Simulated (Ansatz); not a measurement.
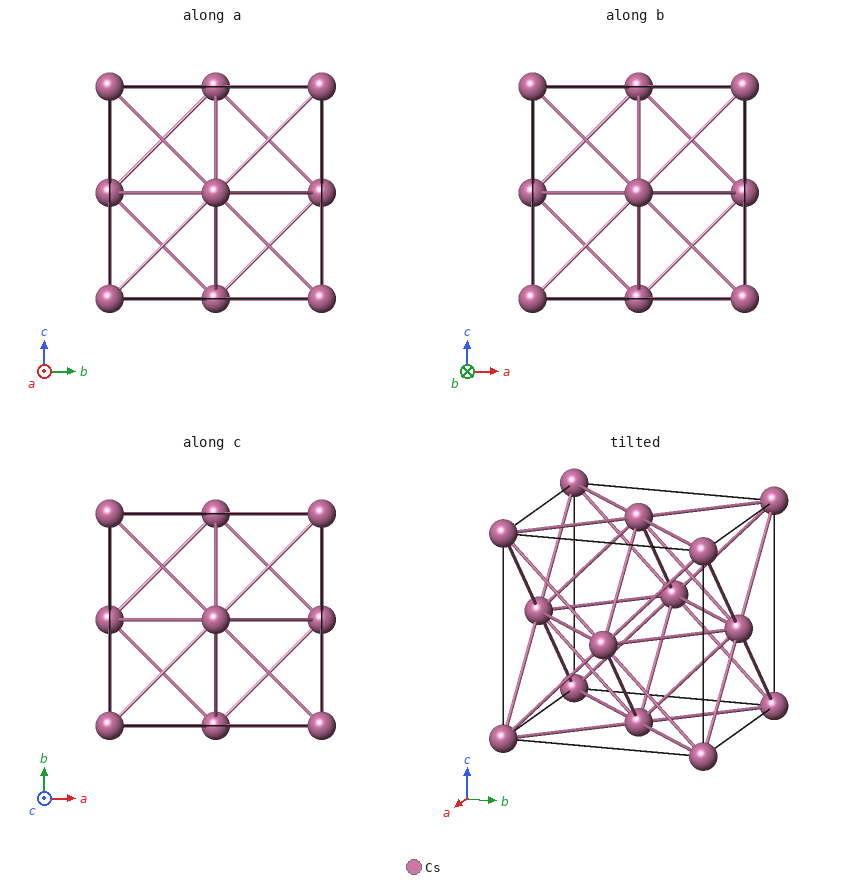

Ball-and-stick representation of a periodic structure, projected along the a axis, along the b axis, along the c axis and slightly off an axis. The box is the conventional unit cell; atoms on or close to its faces, edges and corners are drawn wherever they repeat.

Lattice parameters: a = 6.9695 Å, b = 6.9695 Å, c = 6.9695 Å, α = 90.000°, β = 90.000°, γ = 90.000°.

Question: Put the structure into a CIF in P1 with every atom of the cell.

Answer:
```cif
data_structure
_symmetry_space_group_name_H-M 'P 1'
_symmetry_Int_Tables_number 1
_cell_length_a 6.9695
_cell_length_b 6.9695
_cell_length_c 6.9695
_cell_angle_alpha 90.000
_cell_angle_beta 90.000
_cell_angle_gamma 90.000
_cell_volume 338.53
loop_
_atom_site_label
_atom_site_type_symbol
_atom_site_fract_x
_atom_site_fract_y
_atom_site_fract_z
_atom_site_occupancy
Cs1 Cs 0.0000 0.0000 0.0000 1
Cs2 Cs 0.0000 0.5000 0.5000 1
Cs3 Cs 0.5000 0.0000 0.5000 1
Cs4 Cs 0.5000 0.5000 0.0000 1
```

Source of the structure: a structure type filled with this element by a generator (whether the element takes this form wasn't checked). Earlier steps of the study may have refined or changed the cell and positions. It was the input of a calculation with Ansatz.
